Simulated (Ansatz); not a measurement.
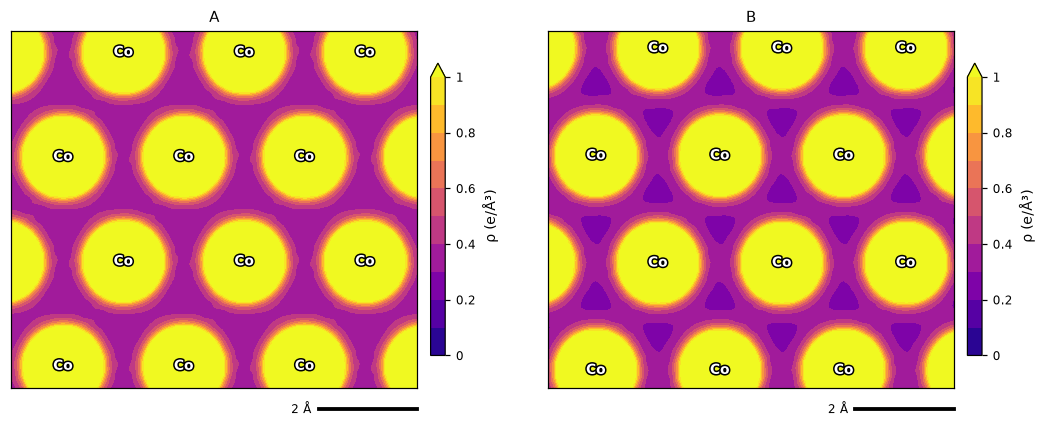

Co. The valence charge density (pseudo) of two cells that differ in size, on the (100) plane of each (indices in the axes of the calculation cell), at one length scale and on one colour scale: B has 11.2 Å³ an atom and A 10.3.

Level of theory: Ansatz, DFT, PBE, plane waves (420 eV) with PAW, scalar-relativistic.

The larger cell:

```cif
data_structure
_symmetry_space_group_name_H-M 'P 1'
_symmetry_Int_Tables_number 1
_cell_length_a 2.5086
_cell_length_b 2.5086
_cell_length_c 2.5086
_cell_angle_alpha 60.000
_cell_angle_beta 60.000
_cell_angle_gamma 60.000
_cell_volume 11.16
loop_
_atom_site_label
_atom_site_type_symbol
_atom_site_fract_x
_atom_site_fract_y
_atom_site_fract_z
_atom_site_occupancy
Co1 Co 0.00000 0.00000 0.00000 1
```

The smaller cell: a = 2.445 Å, b = 2.445 Å, c = 2.445 Å, α = 60.00°, β = 60.00°, γ = 60.00°.

Question: What changes from the larger cell to the smaller?

Answer: From the larger cell to the smaller, Co–Co goes from 2.51 to 2.45 Å, and the density at its midpoint from 0.32 to 0.37 e/Å³; the pressure goes from −16 to 0.0 GPa.
